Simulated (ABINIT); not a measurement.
Input

```
# Datasets: ground state, then fixed potential
ndtset 2

# Pseudopotentials
pp_dirpath "./"
pseudos "Mo.upf"

# Structure
acell 3*1.0 Angstrom
rprim
    -1.6249651476     1.6249651476     1.6249651476
     1.6249651476    -1.6249651476     1.6249651476
     1.6249651476     1.6249651476    -1.6249651476
ntypat 1
znucl 42
natom 1
typat 1
xred
     0.0000000000     0.0000000000     0.0000000000
chkprim 0
chksymtnons 0
tolsym 1.0e-6

# Plane-wave basis
ecut 1088.455450 eV

# Exchange and correlation
ixc -106132
vdw_xc 6

# Bands and occupations
occopt 3
tsmear 0.1 eV

# SCF cycle
nstep 100

# Output
iomode 3
prtwf 0
prteig 0
prtebands 0
prtden1 1
prtvha1 1
prtvclmb1 1
prtpot1 1
prtelf1 1

# Dataset 1
kptopt1 1
ngkpt1 12 12 12
nshiftk1 1
shiftk1 0.0 0.0 0.0
nband1 11
tolvrs1 1.0e-10

# Dataset 2: bands along G-H-N-G-P-H
iscf2 -2
getden2 1
nband2 15
nbdbuf2 2
tolwfr2 1.0e-12
kptopt2 -5
ndivsm2 6
prteig2 1
prtvol2 -3
kptbounds2
     0.0000000000     0.0000000000     0.0000000000
     0.5000000000    -0.5000000000     0.5000000000
     0.0000000000     0.0000000000     0.5000000000
     0.0000000000     0.0000000000     0.0000000000
     0.2500000000     0.2500000000     0.2500000000
     0.5000000000    -0.5000000000     0.5000000000
```

Command:

```sh
abinit run.abi > log 2>&1
```

Below, planes, directions and counts refer to the conventional cell (a = 3.25 Å, b = 3.25 Å, c = 3.25 Å, α = 90.00°, β = 90.00°, γ = 90.00°).

Space group Im-3m; a structure from a database of computed crystals, not necessarily the ambient phase; computed pressure about −30 GPa in this cell.

Method: Kohn-Sham DFT of a periodic cell, BP86 with D3, PseudoDojo NC SR PBE v0.5 standard in ABINIT.

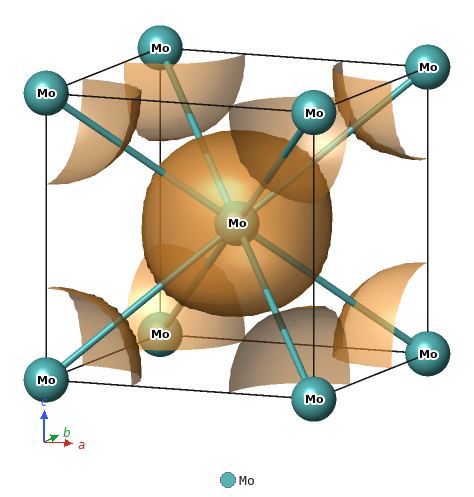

Mo. Isosurface of the valence charge density (pseudo) at 0.5 e/Å³ (orange), seen slightly off an axis. Sticks mark near contacts.

The density is the valence pseudo-density of a pseudopotential calculation; it isn't the true density close to the nuclei.

Q: Which contacts does the surface bridge?

A: At this value the density breaks into separate islands; it holds about 75 % of the electrons treated as valence. It bridges none of the near contacts. It is pinched off along the shortest Mo–Mo (2.81 Å) contacts. On the grid the lowest density along these lines, outside the cores, is 0.33 e/Å³ (Mo–Mo, 2.81 Å).
